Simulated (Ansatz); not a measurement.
Ni₃Ge

```
Ni Ge
1.0
     3.53033    0.00000    0.00000
     0.00000    3.53033    0.00000
     0.00000    0.00000    3.53033
Ni Ge
3 1
Cartesian
  1.7652 0.0000 1.7652
  0.0000 1.7652 1.7652
  1.7652 1.7652 0.0000
  0.0000 0.0000 0.0000
```

Space group Pm-3m; a structure from a database of computed crystals, not necessarily the ambient phase; computed pressure about −2 GPa in this cell; spin-polarised.

The calculation used DFT, LDA, PAW with Ansatz's default frozen-core files, scalar-relativistic in Ansatz 0.2.0.

In a PAW calculation such maps are meaningful between the atoms, not at the nuclei.

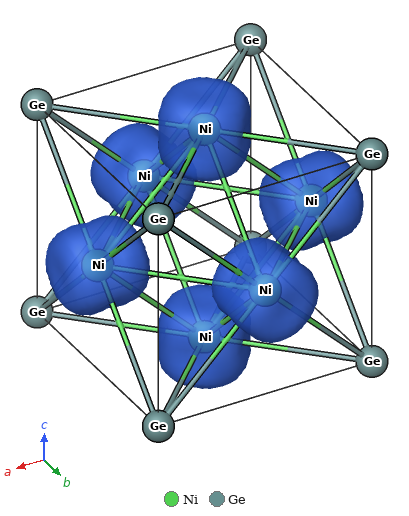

Figure 1. Isosurfaces of the spin density (up minus down) at +0.08 (blue) and −0.08 e/Å³ (red), seen at an oblique angle. Sticks mark near contacts.

Where is the spin, and how is it ordered?

The spin density sits on Ni: +0.8 μB (×3) in one cell of 4 atoms, with smaller moments on Ge (up to +0.08 μB): parallel moments (a ferromagnetic arrangement) in this solution. The cell of the calculation (4 atoms) carries 2.4 μB of net spin moment. Only one sign reaches the isovalue.

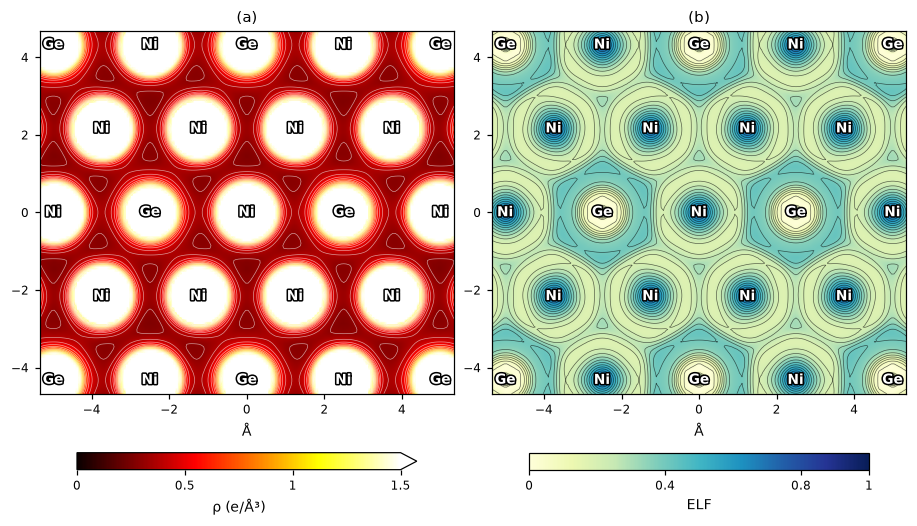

Figure 2. (a) valence electron density; (b) ELF on the (111) plane of the conventional cell.

Read the bonding off the picture.

The plane passes through Ni and Ge nuclei. Ni–Ni (2.50 Å): the density is about 0.33 e/Å³ at the midpoint; the ELF is about 0.25 at the midpoint; no localised pair shows between them. Ni–Ge (2.50 Å): ρ at the midpoint is about 0.36 e/Å³; the ELF is about 0.35 at the midpoint. Between the atoms the lowest density in this plane is 0.27 e/Å³. The features right at Ni lie inside the PAW spheres, where the map follows smoothed inner orbitals and isn't to be read closely.

Does the calculation give a band gap?

It is gapless in this calculation (a metal or semimetal).
